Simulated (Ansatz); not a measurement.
**MoTe$_{2}$: single-point calculation (part 2 of 3)**

The same run, continued: MoTe$_{2}$ (P6₃/mmc, 6 atoms in the cell); DFT r2SCAN, scalar-relativistic, plane waves, PAW, spin-polarised (Ansatz 0.2.0); cutoff 500 eV, 6×6×2 k-mesh, Gaussian smearing of 0.05 eV, collinear spins. The structure derives from an entry of the Crystallography Open Database. It belongs to a series of runs on one base structure; here: natural orbitals of the symmetric run, filled by rank.

Geometry of the input (Å; fractional positions):
```
3.5182  0.0000  0.0000
-1.7591  3.0469  0.0000
0.0000  0.0000  13.9736
Te 0.3333  0.6667  0.6210
Te 0.6667  0.3333  0.1210
Te 0.3333  0.6667  0.8790
Te 0.6667  0.3333  0.3790
Mo 0.3333  0.6667  0.2500
Mo 0.6667  0.3333  0.7500
```

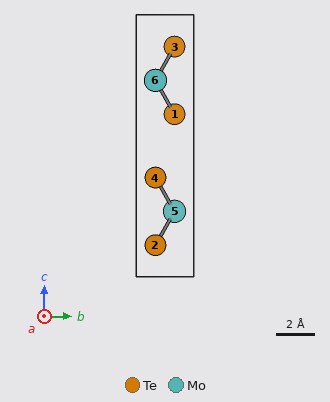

Fig. 1: The input geometry (ball-and-stick view of the cell of the calculation, along the a axis; atoms are numbered from 1 in the order of the input). An atom can appear more than once, as a periodic image.

Output, continued
```
SCF iter   1: F=—  HF=-37887.042221 eV  |F-HF|=—  |Δ(HF+E_count)|=         —  Δρ=7.62e-2 (↑7.62e-2 ↓4.90e-2)  dr2=5.38e1  dr2_τ=4.36e-1  dr2_m=1.16e0  M=4.000 μB ∫|m|=4.068 μB  β_m=0.30  ethr=3.10e-3  ⟨swp⟩=8.5  Hψ=12857  notcnv=0  defer=4
preconditioner: auto → Resta (q_TF=auto, 2.515 Å⁻¹)  ε∞=3.2  [insulator: Δε(μ)=0.768 eV  Ē_g=12.174 eV  σ=0.050 eV  W_gap=1.00  n_scr=52 (ndim 8)  ℏωp=18.2 eV  f_vac=0.008  D(μ)=0.00/eV (n_scr^D=0)  ε∞_Penn≈3.2]
spin=Collinear: Resta preconditioning applied to the charge; magnetization (m = ρ↑ − ρ↓) channel mixes plain (no charge-response kernel on spin).
SCF iter   2: F=—  HF=-37877.013018 eV  |F-HF|=—  |Δ(HF+E_count)|=    1.00e1  Δρ=4.74e-2 (↑4.74e-2 ↓3.52e-2)  dr2=1.58e1  dr2_τ=9.19e-2  dr2_m=5.52e-1  M=4.000 μB ∫|m|=4.158 μB  β_m=0.30  ethr=3.10e-3  ⟨swp⟩=4.7  Hψ=7033  notcnv=0  defer=306  κ⁻¹=1.0e0(r=1)
SCF iter   3: F=—  HF=-37874.083695 eV  |F-HF|=—  |Δ(HF+E_count)|=    2.93e0  Δρ=2.11e-2 (↑1.75e-2 ↓2.11e-2)  dr2=2.43e0  dr2_τ=1.83e-1  dr2_m=2.45e-1  M=4.000 μB ∫|m|=4.596 μB  β_m=1.00  ethr=3.10e-3  ⟨swp⟩=5.6  Hψ=8525  notcnv=0  defer=277  κ⁻¹=1.0e-2(r=2)
SCF iter   4: F=—  HF=-37875.434991 eV  |F-HF|=—  |Δ(HF+E_count)|=    1.35e0  Δρ=2.18e-2 (↑2.18e-2 ↓1.52e-2)  dr2=5.24e0  dr2_τ=4.10e-2  dr2_m=2.85e-2  M=4.000 μB ∫|m|=4.377 μB  β_m=0.30  ethr=2.64e-3  ⟨swp⟩=4.7  Hψ=6982  notcnv=0  defer=271  κ⁻¹=2.7e-4(r=3)
SCF iter   5: F=—  HF=-37874.847379 eV  |F-HF|=—  |Δ(HF+E_count)|=   5.88e-1  Δρ=1.54e-2 (↑1.54e-2 ↓1.01e-2)  dr2=2.51e0  dr2_τ=9.27e-2  dr2_m=1.80e-2  M=4.000 μB ∫|m|=4.878 μB  β_m=1.00  ethr=2.64e-3  ⟨swp⟩=4.9  Hψ=7231  notcnv=0  defer=268  κ⁻¹=1.6e-4(r=4)
SCF iter   6: F=—  HF=-37874.516387 eV  |F-HF|=—  |Δ(HF+E_count)|=   3.31e-1  Δρ=6.29e-3 (↑6.29e-3 ↓2.37e-3)  dr2=2.65e-1  dr2_τ=2.72e-2  dr2_m=8.33e-3  M=4.000 μB ∫|m|=4.627 μB  β_m=0.30  ethr=2.64e-3  ⟨swp⟩=3.8  Hψ=5041  notcnv=0  defer=278  κ⁻¹=4.8e-5(r=5)
SCF iter   7: F=—  HF=-37874.486569 eV  |F-HF|=—  |Δ(HF+E_count)|=   2.98e-2  Δρ=2.69e-3 (↑2.69e-3 ↓9.41e-4)  dr2=3.57e-2  dr2_τ=6.50e-4  dr2_m=2.47e-3  M=4.000 μB ∫|m|=4.676 μB  β_m=1.00  ethr=2.88e-4  ⟨swp⟩=3.4  Hψ=3891  notcnv=0  defer=272  κ⁻¹=1.7e-6(r=6)
SCF iter   8: F=—  HF=-37874.489981 eV  |F-HF|=—  |Δ(HF+E_count)|=   3.41e-3  Δρ=1.02e-3 (↑1.02e-3 ↓8.09e-4)  dr2=1.22e-2  dr2_τ=3.29e-5  dr2_m=4.37e-5  M=4.000 μB ∫|m|=4.676 μB  β_m=0.30  ethr=3.88e-5  ⟨swp⟩=2.2  Hψ=3278  notcnv=0  defer=272  κ⁻¹=1.1e-6(r=7)
SCF iter   9: F=—  HF=-37874.488812 eV  |F-HF|=—  |Δ(HF+E_count)|=   1.17e-3  Δρ=2.11e-4 (↑1.98e-4 ↓2.11e-4)  dr2=3.31e-4  dr2_τ=6.10e-5  dr2_m=2.63e-5  M=4.000 μB ∫|m|=4.686 μB  β_m=1.00  ethr=1.33e-5  ⟨swp⟩=2.0  Hψ=3695  notcnv=0  defer=272  κ⁻¹=9.0e-8(r=8)
SCF iter  10: F=—  HF=-37874.489068 eV  |F-HF|=—  |Δ(HF+E_count)|=   2.56e-4  Δρ=6.27e-5 (↑6.27e-5 ↓5.95e-5)  dr2=9.90e-6  dr2_τ=2.10e-6  dr2_m=1.74e-6  M=4.000 μB ∫|m|=4.690 μB  β_m=1.00  ethr=3.60e-7  ⟨swp⟩=2.2  Hψ=5198  notcnv=0  defer=272  κ⁻¹=1.4e-8(r=8)
SCF iter  11: F=—  HF=-37874.489354 eV  |F-HF|=—  |Δ(HF+E_count)|=   2.87e-4  Δρ=2.25e-5 (↑2.11e-5 ↓2.25e-5)  dr2=2.31e-6  dr2_τ=2.88e-8  dr2_m=1.90e-7  M=4.000 μB ∫|m|=4.691 μB  β_m=1.20  ethr=1.08e-8  ⟨swp⟩=2.1  Hψ=5400  notcnv=0  defer=272
Mixer restart at iter 11: flushing history
spin-set hold released at iteration 11 (site moments contracting): the magnetisation degrees of freedom join the quasi-Newton model from the next iteration; the mixer history was flushed
SCF iter  12: F=-37757.869021 eV  HF=-37937.379076 eV  |F-HF|=1.80e2  |Δ(HF+E_count)|=         —  Δρ=1.26e-1 (↑8.59e-2 ↓1.26e-1)  dr2=1.97e2  dr2_τ=1.85e0  dr2_m=1.17e0  M=1.224 μB ∫|m|=2.183 μB  β_m=0.43  ethr=2.51e-9  ⟨swp⟩=8.7  Hψ=17278  notcnv=0  defer=236
SCF iter  13: F=-37911.199995 eV  HF=-37914.612044 eV  |F-HF|=3.41e0  |Δ(HF+E_count)|=    2.28e1  Δρ=4.71e-2 (↑4.71e-2 ↓1.76e-2)  dr2=6.25e0  dr2_τ=2.10e0  dr2_m=8.10e-1  M=0.427 μB ∫|m|=1.894 μB  β_m=0.37  ethr=2.51e-9  ⟨swp⟩=7.8  Hψ=16539  notcnv=0  defer=230  κ⁻¹=1.0e0(r=1)
SCF iter  14: F=-37915.762383 eV  HF=-37915.394905 eV  |F-HF|=3.67e-1  |Δ(HF+E_count)|=   7.83e-1  Δρ=2.84e-2 (↑2.84e-2 ↓1.81e-2)  dr2=7.47e-1  dr2_τ=2.36e-2  dr2_m=4.92e-1  M=0.223 μB ∫|m|=1.742 μB  β_m=0.32  ethr=2.51e-9  ⟨swp⟩=6.2  Hψ=14339  notcnv=0  defer=230  κ⁻¹=3.8e-3(r=2)
SCF iter  15: F=-37915.996116 eV  HF=-37915.751367 eV  |F-HF|=2.45e-1  |Δ(HF+E_count)|=   3.56e-1  Δρ=1.85e-2 (↑1.85e-2 ↓1.37e-2)  dr2=3.19e-1  dr2_τ=6.38e-3  dr2_m=2.56e-1  M=0.044 μB ∫|m|=1.318 μB  β_m=1.20  ethr=2.51e-9  ⟨swp⟩=5.6  Hψ=12435  notcnv=0  defer=226  κ⁻¹=4.5e-4(r=3)
SCF iter  16: F=-37916.214569 eV  HF=-37916.197007 eV  |F-HF|=1.76e-2  |Δ(HF+E_count)|=   4.46e-1  Δρ=2.98e-3 (↑2.98e-3 ↓2.42e-3)  dr2=1.32e-2  dr2_τ=5.73e-4  dr2_m=3.85e-3  M=0.000 μB ∫|m|=0.262 μB  β_m=0.30  ethr=2.51e-9  ⟨swp⟩=6.3  Hψ=14264  notcnv=0  defer=226  κ⁻¹=3.3e-5(r=4)
SCF iter  17: F=-37916.218109 eV  HF=-37916.204287 eV  |F-HF|=1.38e-2  |Δ(HF+E_count)|=   7.28e-3  Δρ=1.96e-3 (↑1.96e-3 ↓1.45e-3)  dr2=5.19e-3  dr2_τ=1.37e-4  dr2_m=2.00e-3  M=0.000 μB ∫|m|=0.267 μB  β_m=1.20  ethr=2.51e-9  ⟨swp⟩=4.2  Hψ=9450  notcnv=0  defer=223  κ⁻¹=4.5e-6(r=5)
SCF iter  18: F=-37916.224700 eV  HF=-37916.223296 eV  |F-HF|=1.40e-3  |Δ(HF+E_count)|=   1.90e-2  Δρ=5.53e-4 (↑5.53e-4 ↓4.37e-4)  dr2=5.86e-4  dr2_τ=1.49e-5  dr2_m=1.38e-4  M=0.000 μB ∫|m|=0.053 μB  β_m=0.39  ethr=2.51e-9  ⟨swp⟩=5.2  Hψ=9965  notcnv=0  defer=223  κ⁻¹=1.4e-6(r=6)
SCF iter  19: F=-37916.225082 eV  HF=-37916.224825 eV  |F-HF|=2.58e-4  |Δ(HF+E_count)|=   1.53e-3  Δρ=2.49e-4 (↑2.49e-4 ↓2.31e-4)  dr2=1.73e-4  dr2_τ=1.87e-6  dr2_m=1.70e-5  M=0.000 μB ∫|m|=0.011 μB  β_m=0.55  ethr=2.51e-9  ⟨swp⟩=4.1  Hψ=8282  notcnv=0  defer=223  κ⁻¹=1.6e-7(r=7)
SCF iter  20: F=-37916.225147 eV  HF=-37916.225083 eV  |F-HF|=6.45e-5  |Δ(HF+E_count)|=   2.58e-4  Δρ=1.11e-4 (↑9.55e-5 ↓1.11e-4)  dr2=2.87e-5  dr2_τ=6.49e-7  dr2_m=8.38e-6  M=0.000 μB ∫|m|=0.007 μB  β_m=0.30  ethr=2.51e-9  ⟨swp⟩=3.7  Hψ=7727  notcnv=0  defer=223  κ⁻¹=1.5e-8(r=8)
SCF iter  21: F=-37916.225161 eV  HF=-37916.225150 eV  |F-HF|=1.10e-5  |Δ(HF+E_count)|=   6.75e-5  Δρ=5.55e-5 (↑4.97e-5 ↓5.55e-5)  dr2=4.88e-6  dr2_τ=7.14e-8  dr2_m=2.58e-6  M=0.000 μB ∫|m|=0.008 μB  β_m=0.30  ethr=2.51e-9  ⟨swp⟩=3.0  Hψ=6129  notcnv=0  defer=223  κ⁻¹=2.4e-7(r=8)
SCF iter  22: F=-37916.225165 eV  HF=-37916.225160 eV  |F-HF|=5.38e-6  |Δ(HF+E_count)|=   9.82e-6  Δρ=3.91e-5 (↑3.91e-5 ↓3.71e-5)  dr2=1.04e-6  dr2_τ=4.05e-8  dr2_m=1.66e-6  M=0.000 μB ∫|m|=0.006 μB  β_m=0.30  ethr=2.51e-9  ⟨swp⟩=2.2  Hψ=5175  notcnv=0  defer=223  κ⁻¹=6.7e-7(r=8)
SCF iter  23: F=-37916.225168 eV  HF=-37916.225167 eV  |F-HF|=9.77e-7  |Δ(HF+E_count)|=   7.34e-6  Δρ=1.41e-5 (↑1.41e-5 ↓1.24e-5)  dr2=1.65e-7  dr2_τ=6.92e-9  dr2_m=2.08e-7  M=0.000 μB ∫|m|=0.002 μB  β_m=0.32  ethr=1.13e-9  ⟨swp⟩=2.9  Hψ=5467  notcnv=0  defer=223  κ⁻¹=7.1e-8(r=8)
SCF iter  24: F=-37916.225169 eV  HF=-37916.225168 eV  |F-HF|=3.41e-7  |Δ(HF+E_count)|=   1.06e-6  Δρ=7.70e-6 (↑7.70e-6 ↓7.18e-6)  dr2=3.71e-8  dr2_τ=1.02e-9  dr2_m=6.84e-8  M=0.000 μB ∫|m|=0.001 μB  β_m=0.30  ethr=1.09e-10  ⟨swp⟩=18.1  Hψ=22005  notcnv=0  κ⁻¹=3.7e-6(r=8)
iter 25 did not close the SCF: its close was put off for a magnetic moment that had not settled (scf_convergence_deferred on its scf_iter line)
SCF iter  25: F=-37916.225169 eV  HF=-37916.225169 eV  |F-HF|=3.64e-8  |Δ(HF+E_count)|=   4.31e-7  Δρ=2.93e-6 (↑2.93e-6 ↓2.66e-6)  dr2=3.44e-9  dr2_τ=1.49e-10  dr2_m=9.63e-9  M=0.000 μB ∫|m|=0.000 μB  β_m=0.30  ethr=4.03e-11  ⟨swp⟩=9.1  Hψ=18162  notcnv=0  κ⁻¹=7.8e-7(r=8)
iter 26 did not close the SCF: its close was put off for a magnetic moment that had not settled (scf_convergence_deferred on its scf_iter line)
SCF iter  26: F=-37916.225169 eV  HF=-37916.225169 eV  |F-HF|=1.14e-8  |Δ(HF+E_count)|=   3.67e-8  Δρ=1.86e-6 (↑1.86e-6 ↓1.62e-6)  dr2=1.35e-9  dr2_τ=5.77e-11  dr2_m=3.83e-9  M=0.000 μB ∫|m|=0.000 μB  β_m=0.30  ethr=3.74e-12  ⟨swp⟩=5.5  Hψ=15431  notcnv=0  κ⁻¹=2.7e-6(r=8)
iter 27 did not close the SCF: its close was put off for a magnetic moment that had not settled (scf_convergence_deferred on its scf_iter line)
SCF iter  27: F=-37916.225169 eV  HF=-37916.225169 eV  |F-HF|=1.13e-9  |Δ(HF+E_count)|=   1.69e-8  Δρ=5.61e-7 (↑5.07e-7 ↓5.61e-7)  dr2=1.21e-10  dr2_τ=5.78e-12  dr2_m=3.45e-10  M=0.000 μB ∫|m|=0.000 μB  β_m=0.30  ethr=1.47e-12  ⟨swp⟩=5.2  Hψ=15934  notcnv=0  κ⁻¹=1.1e-6(r=8)
iter 28 did not close the SCF: its close was put off for a magnetic moment that had not settled (scf_convergence_deferred on its scf_iter line)
SCF iter  28: F=-37916.225169 eV  HF=-37916.225169 eV  |F-HF|=6.11e-10  |Δ(HF+E_count)|=  8.73e-10  Δρ=3.88e-7 (↑3.51e-7 ↓3.88e-7)  dr2=3.42e-11  dr2_τ=3.01e-12  dr2_m=1.69e-10  M=0.000 μB ∫|m|=0.000 μB  β_m=0.30  ethr=1.00e-12  ⟨swp⟩=4.5  Hψ=14568  notcnv=0  κ⁻¹=1.9e-6(r=8)
SCF iter  29: F=-37916.225169 eV  HF=-37916.225169 eV  |F-HF|=5.82e-11  |Δ(HF+E_count)|=  7.57e-10  Δρ=1.21e-7 (↑1.21e-7 ↓1.08e-7)  dr2=8.42e-12  dr2_τ=4.79e-13  dr2_m=1.42e-11  M=0.000 μB ∫|m|=0.000 μB  ethr=1.00e-12  ⟨swp⟩=4.6  Hψ=14562  notcnv=0
WARN: the starting moments were not kept: the SCF closed with an absolute magnetisation of 1.4e-5 μB, where they sum to 4 μB in size (2 sites). That is at most 0.1 of that sum. Measured as dr2_m measures the in/out step, that magnetisation stands 1.2e-11 eV from none, at or under the dr2_threshold of 1.0e-7 eV: it is no larger than a step whose dr2_m would equal this threshold. The system may hold no moment; this SCF shows only that its start led to no more than that. To try another start: raise the starting moments (crystal.atoms[].spin, magnetization.per_species, magnetization.initial_magnetization, or on a non-collinear deck that types none of these the spinor_matrix: blocks that start its atoms; where the total moment is fixed, keep their sum and leave initial_magnetization as it is; typed ones take the place of any that the run laid by itself, positive ones on a crystal's lanthanoids without a Hubbard term where scf.initial_density.shell_occupations: [] is typed) or, if the notice of its spin-set hold's release reads "site moments contracting" or "site moments show no strong build", lengthen the hold (scf.mixing.spin_hold: { on: { confirm: 4 } }; for m-r²SCAN on two components see the key's manual first). Each may lead to a state that holds a moment. A second SCF, from the converged charge density, with the starting moments and any scf.initial_density.shell_occupations laid on it anew, would have followed, and was not run: the deck does not ask for one (magnetization.retry_lost_moments is false, the default). To let it run, set magnetization.retry_lost_moments: true and run the deck again, where that key's refused combinations let it; where memory then withholds it, that run's warning says so.
WARN: hamiltonian.hubbard: on 4 of 4 specified blocks the occupation matrix of this SCF's result fails the test of the specified filling. At site 4 ↑ (sites count from 0 in the list of atoms of the cell that this SCF solves) the least filled combination of the orbitals specified full has occupation 0.552, and the fullest combination of the orbitals specified empty has occupation 0.552; the filling counts as kept where the first is at least 0.75 and exceeds the second by more than 0.25. The same holds at site 4 ↓, site 5 ↑, site 5 ↓. The state of this SCF's result may not hold the specified filling, though these bounds can also misjudge a state that does. This warning does not say which state is lower in energy, or whether the specified filling is a self-consistent state at all; see hamiltonian.hubbard.sites[].starting_ns, Limitations, and scf.initial_density.shell_occupations in the input reference
SCF 1 converged in 29 iterations: F = -37916.225169 eV  dr2 = 8.42e-12
  greatest PAW one-centre occupation: 0.997 electrons in one spin orbital (limit 2), on the Te atom at site 3 (counted from 0), in its partial waves of l = 2
this state was not tested for a lower state beside it, because the mixer in use, unlike msr1, does not test its closes by its own steps (another_mixer; see scf.mixing.algorithm and scf.lower_state_search)
SCF converged after 29 iterations
Magnetization: 0.0000 μB (46.0000 up, 46.0000 down)
Absolute magnetization: 0.0000 μB (∫|ρ↑−ρ↓|, with the PAW one-centre terms)
Spin contamination: 0.0000 ħ² per cell (⟨S²⟩ above its minimum at these occupations)
Per-site moments (μB) at R_I (Å): [(-4.086457364332347e-7, 1.1202437071482176), (-4.0864573633547464e-7, 1.1202437071482176), (-4.086457363750111e-7, 1.1202437071482176), (-4.0864573637444816e-7, 1.1202437071482174), (1.5687689239541866e-6, 1.1202437071482174), (1.5687689240694093e-6, 1.1202437071482176)]
Free energy (F): -37916.225169 eV
Harris-Foulkes:  -37916.225169 eV  (|F-HF|=5.82e-11)
Internal energy: -37916.225169 eV  (E = F + TS)
E sigma→0 (E₀):  -37916.225169 eV
Fermi energy:    12.853175 eV
--- Per-component energies (eV) ---
  E_band       = -1219.369780
  E_kinetic    = 1607.056756
  E_local      = -7388.964285  (includes V_loc(G=0)·N_el)
  E_nonlocal   = -953.530266
  E_hartree    = 4136.968639
  E_xc         = -819.463707
  E_vxc        = -961.120269  (∫ρ·V_xc dr)
  E_paw        = -25182.367147  (= ΣΔE_a)
  E_vpaw       = -1857.738221  (= ΣTr[D̂ρ^β])
  E_aug_tail   = -0.000151  (compensation charges beyond the density's cutoff)
  E_vtau       = 60.989387  (kinetic-family band-sum trace: ∫τ·v_τ [+ j·A + Jᵃ·Aᵃ] dr)
  E_ewald      = -9316.622022
  E_core_change = 0.697015  (= ΣΔE_core)
  E_smearing   = -0.000000  (= −TS)
  E_closure    = 0.000000  (closes the sum)
  Σ components = -37916.225169   (vs F -37916.225169, Δ=0.00e0)
--- Specified on-site occupations, and those of the state reported ---
  electrons in the specified blocks: 4.2000 specified, 10.9523 found
  site 4 (l=d) ↓: largest change of an orbital's occupation 0.5511; electrons 0.1000 specified, 2.7381 found; spectral distance 1.1802
  site 5 (l=d) ↓: largest change of an orbital's occupation 0.5511; electrons 0.1000 specified, 2.7381 found; spectral distance 1.1802
  site 4 (l=d) ↑: largest change of an orbital's occupation 0.5318; electrons 2.0000 specified, 2.7381 found; spectral distance 1.0679
  site 5 (l=d) ↑: largest change of an orbital's occupation 0.5318; electrons 2.0000 specified, 2.7381 found; spectral distance 1.0679
--- Forces (eV/Å), atoms counted from 1 ---
  atom   1  Te     0.00000000    -0.00000001     0.07408910
  atom   2  Te    -0.00000000     0.00000001     0.07408910
  atom   3  Te     0.00000000    -0.00000001    -0.07408910
  atom   4  Te    -0.00000000     0.00000001    -0.07408910
  atom   5  Mo     0.00000000    -0.00000048     0.00000000
  atom   6  Mo    -0.00000000     0.00000048     0.00000000
  max |Σ_I F_I| component: 1.04e-17 eV/Å
--- Stress (GPa, compression-positive) ---
        2.476148       0.000000       0.000000
        0.000000       2.476147       0.000000
        0.000000       0.000000       1.755419
  P = ⅓ Tr σ = 2.2359 GPa (22.359 kbar)
--- Band table (eV; the first three rows and the last of 52) ---
```
